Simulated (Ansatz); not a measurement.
Band-structure calculation, with input and output: SnSe

SnSe (Pnma, 8 atoms in the cell), computed with DFT PBE+D3(BJ), scalar-relativistic, plane waves, PAW, no spin polarisation (Ansatz 0.2.0).

The structure derives from an entry of the Crystallography Open Database.

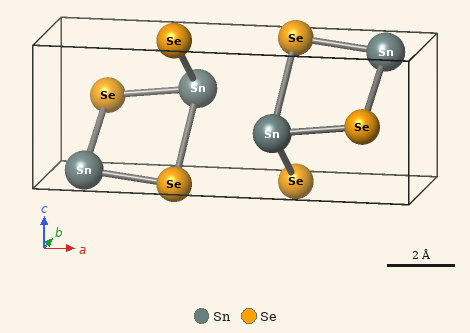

*The structure as given in the input (ball-and-stick view of the cell of the calculation, seen slightly off an axis). An atom can appear more than once, as a periodic image.*

Input file
```yaml
crystal:
  lattice:
    - [11.481616872, 0.0, 0.0]
    - [0.0, 4.1675106229, 0.0]
    - [0.0, 0.0, 4.3863231554]
  atoms:
    - { symbol: Sn, position: [0.1176252655, 0.25, 0.0953416092] }
    - { symbol: Sn, position: [0.3823747345, 0.75, 0.5953416092] }
    - { symbol: Sn, position: [0.6176252655, 0.25, 0.4046583908] }
    - { symbol: Sn, position: [0.8823747345, 0.75, 0.9046583908] }
    - { symbol: Se, position: [0.3569825009, 0.25, 0.0230334017] }
    - { symbol: Se, position: [0.1430174991, 0.75, 0.5230334017] }
    - { symbol: Se, position: [0.8569825009, 0.25, 0.4769665983] }
    - { symbol: Se, position: [0.6430174991, 0.75, 0.9769665983] }
basis:
  ecutwfc: 420
kpoints:
  mp_grid: { grid: [4, 8, 8] }
  band_path:
    path:
      - [[0.0, 0.0, 0.0], [0.5, 0.0, 0.0], [0.5, 0.5, 0.0], [0.0, 0.5, 0.0], [0.0, 0.0, 0.0], [0.0, 0.0, 0.5], [0.5, 0.0, 0.5], [0.5, 0.5, 0.5], [0.0, 0.5, 0.5], [0.0, 0.0, 0.5]]
      - [[0.5, 0.0, 0.0], [0.5, 0.0, 0.5]]
      - [[0.0, 0.5, 0.0], [0.0, 0.5, 0.5]]
      - [[0.5, 0.5, 0.0], [0.5, 0.5, 0.5]]
    npoints: 14
hamiltonian:
  xc: pbe
  dispersion: d3bj
scf:
  occupations: { method: gaussian, width: 0.02 }
  n_extra_bands: 20
output:
  forces: true
  stress: true
  eigenvalues: true
  populations: true
  dos: { projected: true, de: 0.02, nscf_kmesh: { grid: [6, 12, 12] } }
  bader: true
  write_density: true
  write_potential: true
  elf: true
  volumetric_format: npy
```

Hardware: 2 threads of AMD EPYC (Zen 5), 16 GiB of memory available, shared host.

Run as:
```bash
ansatz run input.yaml --threads 2 --pin off --max-ram 5120MiB --backend cpu --events-out ev --progress --plain --runs-dir out
```

The program's output
```
scf.n_extra_bands = 20 over 60 filled bands (N_el = 120.0): the run solves 80 bands
Engine: ansatz 0.2.0, x86_64-unknown-linux-gnu
Pseudopotentials: kind: paw
Pseudopotential: Sn, paw, valence charge 14, recommended cutoff 420 eV (normal), Sn.paw.azcp
Pseudopotential: Se, paw, valence charge 16, recommended cutoff 420 eV (normal), Se.paw.azcp
Functional definition: PBE
  parameter kappa = 0.804
  parameter beta = 0.06672455060314922
  exchange = pbe_x(kappa = kappa, mu = beta*pi^2/3)
  correlation = pbe_c(beta = beta)
Crystal: 8 atoms, lattice volume = 209.885 Å³
Basis set: ecut = 420 eV, 4077 PW (Γ), exchange–correlation on 160×60×60 points (8 copies of the dense FFT grid, shifted against one another)
Bands: 80, of which v1, the nominal top of the filled ones, is band 60 counted from 1 (59 counted from 0)
Symmetry: 8 space group operations
Space group: Pnma (ITA 62), of the structure as read, at distance tolerance 5.9e-5 Å
k-points: 75 of 256
Non-local potential: Sn, projectors of the file, l = 0: 2, l = 1: 2, l = 2: 2, l = 3: 2
Non-local potential: Se, projectors of the file, l = 0: 2, l = 1: 2, l = 2: 3, l = 3: 1
PAW form: soft (Blöchl's): semilocal exchange-correlation on the pseudo side does not see the compensation charge
PAW one-centre angular grid: Sn, 590 points (default); XC on 64 Gauss nodes
PAW one-centre angular grid: Se, 590 points (default); XC on 64 Gauss nodes
Initial density: superposition of atomic densities (neutral atoms: chi_scale 0, normalization atom), corrected by the library's trained network
Initial wavefunctions: pseudopotential atomic-orbital guess
Functional: x = pbe(κ = 0.804, μ = 0.2195149727645171), c = pbe(β = 0.06672455060314922)
SCF iter   1: F=—  HF=-45979.519578 eV  |F-HF|=—  |Δ(HF+E_count)|=         —  Δρ=1.40e-3  dr2=4.10e-3  ethr=1.77e-3  ⟨swp⟩=6.2  Hψ=23439  notcnv=0  defer=461
preconditioner: auto → Resta (q_TF=auto, 2.486 Å⁻¹)  ε∞=2.5  [insulator: Δε(μ)=0.568 eV  Ē_g=18.527 eV  σ=0.020 eV  W_gap=1.00  n_scr=56 (ndim 8)  ℏωp=22.9 eV  f_vac=0.001  D(μ)=0.00/eV (n_scr^D=0)  ε∞_Penn≈2.5]
SCF iter   2: F=—  HF=-45979.516802 eV  |F-HF|=—  |Δ(HF+E_count)|=   2.78e-3  Δρ=6.93e-4  dr2=8.53e-4  ethr=3.42e-6  ⟨swp⟩=2.0  Hψ=11823  notcnv=0  defer=1036
SCF iter   3: F=—  HF=-45979.517127 eV  |F-HF|=—  |Δ(HF+E_count)|=   3.26e-4  Δρ=2.59e-4  dr2=8.50e-5  ethr=7.11e-7  ⟨swp⟩=2.0  Hψ=7977  notcnv=0  defer=1036
SCF iter   4: F=—  HF=-45979.517227 eV  |F-HF|=—  |Δ(HF+E_count)|=   9.99e-5  Δρ=9.74e-5  dr2=1.31e-5  ethr=7.08e-8  ⟨swp⟩=2.0  Hψ=9452  notcnv=0  defer=1036
SCF iter   5: F=—  HF=-45979.517235 eV  |F-HF|=—  |Δ(HF+E_count)|=   8.28e-6  Δρ=1.76e-5  dr2=5.92e-7  ethr=1.09e-8  ⟨swp⟩=2.0  Hψ=7952  notcnv=0  defer=1036
SCF iter   6: F=-45979.517235 eV  HF=-45979.517235 eV  |F-HF|=4.42e-8  |Δ(HF+E_count)|=   1.62e-7  Δρ=6.80e-6  dr2=6.58e-8  ethr=8.33e-11  ⟨swp⟩=17.3  Hψ=59772  notcnv=0
SCF 1 converged in 6 iterations: F = -45979.517235 eV  dr2 = 6.58e-8
  greatest PAW one-centre occupation: 1.000 electrons in one spin orbital (limit 2), on the Se atom at site 6 (counted from 0), in its partial waves of l = 2
```

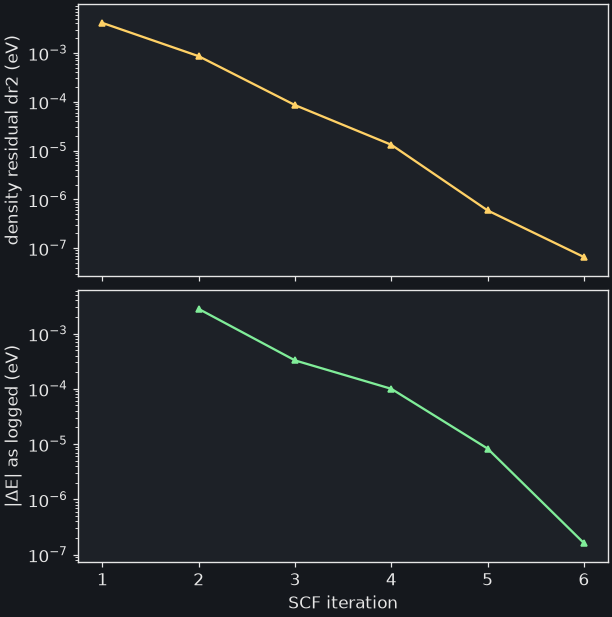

*Convergence of the self-consistent field: density residual dr2 and size of the energy change against the SCF iteration.*

The residual falls at every step.

```
NSCF: frozen V_eff on 172 k-points
NSCF: frozen V_eff on 196 k-points
SCF converged after 6 iterations
Free energy (F): -45979.517235 eV
Harris-Foulkes:  -45979.517235 eV  (|F-HF|=4.42e-8)
Internal energy: -45979.517235 eV  (E = F + TS)
E sigma→0 (E₀):  -45979.517235 eV
Fermi energy:    9.557037 eV
--- Per-component energies (eV) ---
  E_band       = -1851.457268
  E_kinetic    = 1217.247635
  E_local      = -13074.694876  (includes V_loc(G=0)·N_el)
  E_nonlocal   = -2513.879066
  E_hartree    = 6913.941774
  E_xc         = -1950.672038
  E_vxc        = -780.278824  (∫ρ·V_xc dr)
  E_paw        = -24179.735101  (= ΣΔE_a)
  E_vpaw       = -527.737576  (= ΣTr[D̂ρ^β])
  E_aug_tail   = -0.002367  (compensation charges beyond the density's cutoff)
  E_ewald      = -12388.773337
  E_disp       = -2.949858  (pairwise vdW)
  E_smearing   = -0.000000  (= −TS)
  E_closure    = 0.000000  (closes the sum)
  Σ components = -45979.517235   (vs F -45979.517235, Δ=0.00e0)
--- Forces (eV/Å), atoms counted from 1 ---
  atom   1  Sn     0.00348061     0.00000000     0.00410465
  atom   2  Sn    -0.00348061     0.00000000     0.00410465
  atom   3  Sn     0.00348061     0.00000000    -0.00410465
  atom   4  Sn    -0.00348061     0.00000000    -0.00410465
  atom   5  Se     0.00195136     0.00000000    -0.00485447
  atom   6  Se    -0.00195136     0.00000000    -0.00485447
  atom   7  Se     0.00195136     0.00000000     0.00485447
  atom   8  Se    -0.00195136     0.00000000     0.00485447
  max |Σ_I F_I| component: 0.00e0 eV/Å
--- Stress (GPa, compression-positive) ---
        0.024148       0.000000       0.000000
        0.000000      -0.004119       0.000000
        0.000000       0.000000      -0.020440
  P = ⅓ Tr σ = -0.0001 GPa (-0.001 kbar)
--- Band table (eV; the first three rows and the last of 75) ---
  k-point 0: bands = ["-38.1237", "-38.1236", "-38.1236", "-38.1235", "-38.1221", "-38.1221", "-38.1220", "-38.1219", "-38.1065", "-38.1064", "-38.1064", "-38.1063", "-38.1040", "-38.1039", "-38.1039", "-38.1037", "-38.0989", "-38.0988", "-38.0987", "-38.0986", "-12.1123", "-12.0992", "-12.0977", "-12.0941", "-12.0921", "-12.0887", "-12.0875", "-12.0845", "-12.0805", "-12.0795", "-12.0778", "-12.0774", "-12.0654", "-12.0608", "-12.0480", "-12.0408", "-12.0386", "-12.0327", "-12.0244", "-12.0159", "-4.5595", "-4.1891", "-3.5433", "-3.0177", "2.0833", "3.2638", "3.6296", "4.2516", "4.4323", "5.8520", "5.8607", "5.9893", "6.3950", "6.4241", "6.9244", "7.4005", "7.6608", "7.9783", "8.5542", "8.6983", "9.8399", "12.2399", "12.4192", "12.4318", "12.6265", "12.7527", "13.5652", "13.8084", "13.9010", "14.0547", "14.6056", "15.1296", "15.3374", "15.3753", "15.5957", "16.0459", "16.0850", "16.9110", "17.7775", "17.8869"]
  k-point 1: bands = ["-38.1237", "-38.1236", "-38.1236", "-38.1235", "-38.1221", "-38.1221", "-38.1220", "-38.1219", "-38.1065", "-38.1064", "-38.1064", "-38.1063", "-38.1040", "-38.1039", "-38.1039", "-38.1037", "-38.0989", "-38.0988", "-38.0987", "-38.0986", "-12.1113", "-12.0982", "-12.0978", "-12.0934", "-12.0930", "-12.0903", "-12.0866", "-12.0849", "-12.0803", "-12.0794", "-12.0780", "-12.0753", "-12.0646", "-12.0610", "-12.0481", "-12.0404", "-12.0392", "-12.0332", "-12.0241", "-12.0162", "-4.4899", "-4.1261", "-3.5249", "-3.0265", "1.8259", "3.0821", "3.2973", "3.9738", "4.3636", "5.9120", "5.9680", "6.3711", "6.4925", "6.8911", "7.0032", "7.4743", "7.7085", "8.3014", "8.3951", "8.7349", "9.8599", "11.6603", "12.2673", "12.4788", "12.4877", "12.6590", "13.3599", "13.6106", "13.6775", "13.7929", "14.5377", "14.6917", "14.8486", "15.4087", "15.5280", "16.0372", "16.4674", "17.0066", "17.4437", "17.9804"]
  k-point 2: bands = ["-38.1237", "-38.1236", "-38.1236", "-38.1235", "-38.1221", "-38.1220", "-38.1220", "-38.1219", "-38.1065", "-38.1064", "-38.1064", "-38.1063", "-38.1040", "-38.1039", "-38.1038", "-38.1037", "-38.0989", "-38.0988", "-38.0987", "-38.0987", "-12.1089", "-12.0983", "-12.0959", "-12.0952", "-12.0933", "-12.0920", "-12.0860", "-12.0855", "-12.0820", "-12.0786", "-12.0759", "-12.0707", "-12.0635", "-12.0613", "-12.0479", "-12.0407", "-12.0394", "-12.0343", "-12.0231", "-12.0171", "-4.2939", "-3.9481", "-3.5005", "-3.0723", "1.3474", "2.4451", "2.7108", "3.4872", "4.5080", "6.1999", "6.2751", "6.7684", "6.9735", "7.1964", "7.3160", "7.8023", "8.0836", "8.1831", "8.6621", "8.9381", "10.1604", "10.6634", "11.3737", "11.5178", "12.2550", "12.3668", "12.7246", "12.7911", "13.6770", "13.8865", "14.0100", "14.4598", "14.7566", "15.6079", "16.1537", "16.2044", "16.8382", "16.9620", "17.4404", "18.1155"]
  k-point 74: bands = ["-38.1236", "-38.1236", "-38.1236", "-38.1236", "-38.1219", "-38.1219", "-38.1219", "-38.1219", "-38.1063", "-38.1063", "-38.1063", "-38.1063", "-38.1039", "-38.1039", "-38.1039", "-38.1039", "-38.0987", "-38.0987", "-38.0987", "-38.0987", "-12.1129", "-12.1129", "-12.1129", "-12.1129", "-12.0845", "-12.0845", "-12.0845", "-12.0845", "-12.0720", "-12.0720", "-12.0720", "-12.0720", "-12.0490", "-12.0490", "-12.0490", "-12.0490", "-12.0280", "-12.0280", "-12.0280", "-12.0280", "-3.2014", "-3.2014", "-3.2014", "-3.2014", "2.5748", "2.5748", "2.5748", "2.5748", "4.5464", "4.5464", "4.5464", "4.5464", "5.4223", "5.4223", "5.4223", "5.4223", "7.6748", "7.6748", "7.6748", "7.6748", "11.6852", "11.6852", "11.6852", "11.6852", "14.1469", "14.1469", "14.1469", "14.1469", "15.8299", "15.8299", "15.8299", "15.8299", "16.2591", "16.2591", "16.2591", "16.2591", "19.0583", "19.0583", "19.0583", "19.0583"]
--- Löwdin populations: 8 sites ---
  site symbol       q [e]
     0     Sn     13.6409
     1     Sn     13.6409
     2     Sn     13.6409
     3     Sn     13.6409
     4     Se     16.2916
     5     Se     16.2916
     6     Se     16.2916
     7     Se     16.2916
  spilling = 0.002248 (of n_electrons = 120.000000)
--- Bader charges: 8 sites ---
  site symbol  charge [e]  shift [e]
     0     Sn      0.8265     0.0003
     1     Sn      0.8265     0.0003
     2     Sn      0.8265     0.0003
     3     Sn      0.8265     0.0003
     4     Se     -0.8265     0.0003
     5     Se     -0.8265     0.0003
     6     Se     -0.8265     0.0003
     7     Se     -0.8265     0.0003
  estimated error of the sums over rays = 4.2e-4 e
```

File populations.tsv
```
# site	symbol	l	j	q
# orbitals = lowdin
# n_electrons = 120.000000
# spilling = 0.002248
0	Sn	0_5S	-	1.809257
0	Sn	1_5P	-	1.834349
0	Sn	2_4D	-	9.997332
1	Sn	0_5S	-	1.809257
1	Sn	1_5P	-	1.834349
1	Sn	2_4D	-	9.997332
2	Sn	0_5S	-	1.809257
2	Sn	1_5P	-	1.834349
2	Sn	2_4D	-	9.997332
3	Sn	0_5S	-	1.809257
3	Sn	1_5P	-	1.834349
3	Sn	2_4D	-	9.997332
4	Se	0_4S	-	1.816544
4	Se	1_4P	-	4.475333
4	Se	2_3D	-	9.999752
5	Se	0_4S	-	1.816544
5	Se	1_4P	-	4.475333
5	Se	2_3D	-	9.999752
6	Se	0_4S	-	1.816544
6	Se	1_4P	-	4.475333
6	Se	2_3D	-	9.999752
7	Se	0_4S	-	1.816544
7	Se	1_4P	-	4.475333
7	Se	2_3D	-	9.999752
```

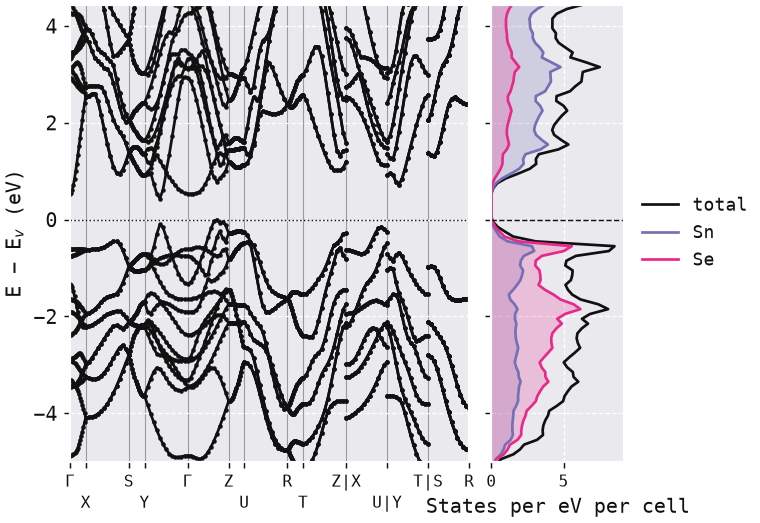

*Band structure along Γ–X–S–Y–Γ–Z–U–R–T–Z|X–U|Y–T|S–R and density of states (projected on Löwdin-orthogonalised atomic shells), with energies from the valence-band top.*

There is a gap of 0.43 eV on this path, indirect, from between Γ and Z to between Y and Γ.

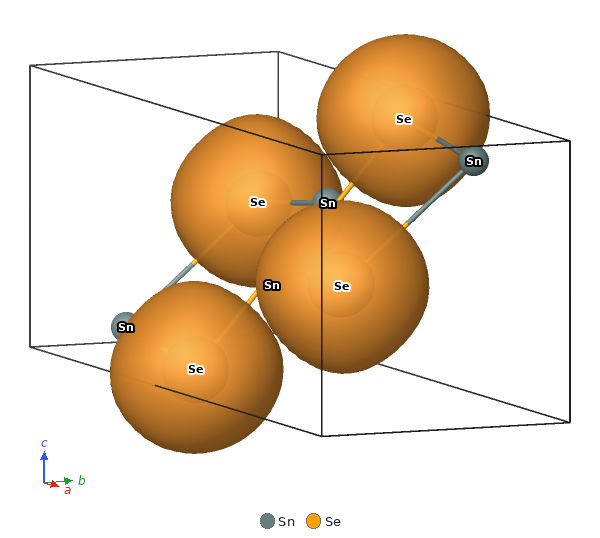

*Isosurface of the ELF at 0.6 (orange), seen slightly off an axis. Only the valence region is drawn (cores and ρ < 0.01 e/Å³ removed). Sticks mark near contacts. The outline is the cell set on symmetry axes.*

Profiles from the grid: Sn–Se (2.77 Å): the ELF is about 0.55 at the midpoint. Sn–Se (2.82 Å): the ELF peaks at about 0.80 in the valence shell of Se, 0.8 Å from its nucleus, and drops to about 0.25 between the two atoms. Core electrons are frozen (PAW), so the fields are smoothed inside the atomic spheres.

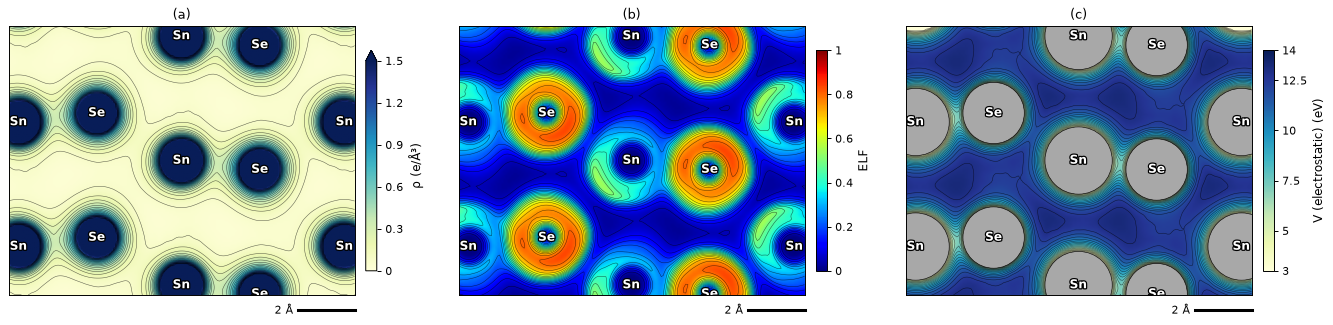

*(a) valence charge density (pseudo); (b) electron localisation function; (c) electrostatic potential energy of an electron on the (010) plane of the conventional cell. Grey discs, where drawn, cover atomic cores.*

Atoms in the plane: Sn and Se. Sn–Se (2.77 Å): ρ at the midpoint is about 0.35 e/Å³; the ELF is about 0.55 at the midpoint. Away from the nuclei the density in this plane falls to 0.03 e/Å³ at its lowest. Outside the cores the potential energy rises away from the atoms and is highest about 2.3 Å from the nearest atoms; outside the discs it spans about 10 eV, and its zero is arbitrary.

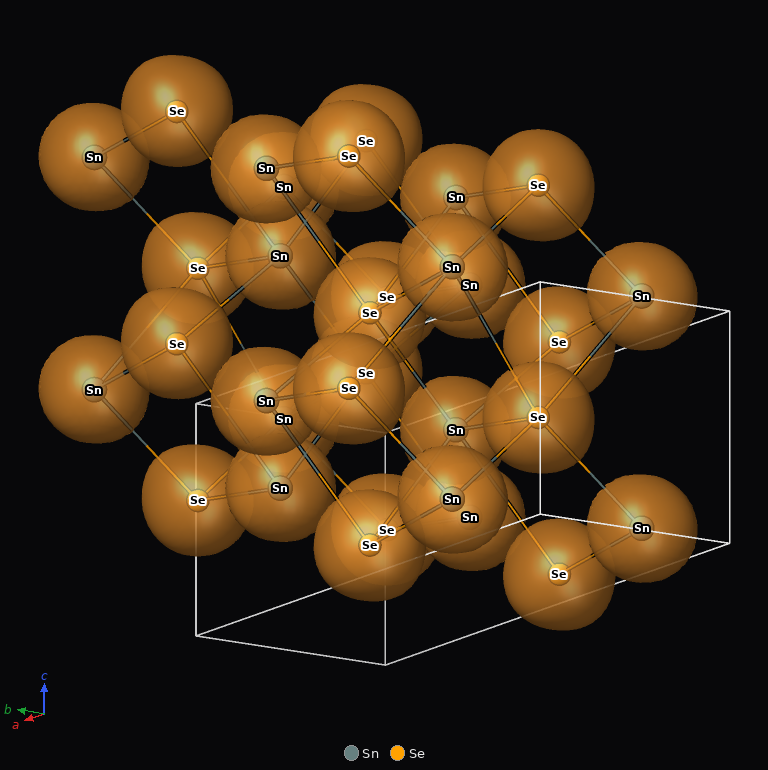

*Isosurface of the valence charge density (pseudo) at 0.5 e/Å³ (orange), seen at an oblique angle. Sticks mark near contacts. The outline is the cell set on symmetry axes.*

At this value the density breaks into separate islands; it holds about 75 % of the electrons treated as valence (semicore included). It is pinched off along the Sn–Se (2.77 Å) and Sn–Se (2.82 Å) contacts. On the grid the lowest density along these lines, outside the cores, is 0.33 e/Å³ (Sn–Se, 2.77 Å) and 0.31 e/Å³ (Sn–Se, 2.82 Å).

Key numbers

| quantity | value |
| --- | --- |
| outcome | converged |
| space group (tolerance 0.01 Å) | Pnma (62) |
| electrons treated | 120 |
| free energy | −45979.5172 eV |
| Fermi energy | 9.557 eV |
| gap on the k-point mesh | 0.57 eV |
| gap on the band path | 0.44 eV |
| pressure | 0.00 GPa |
| largest force (length of the vector) | 0.005 eV/Å |
| wall time | 59 s (CPU time 2 min) |
| peak memory | 2 GiB |
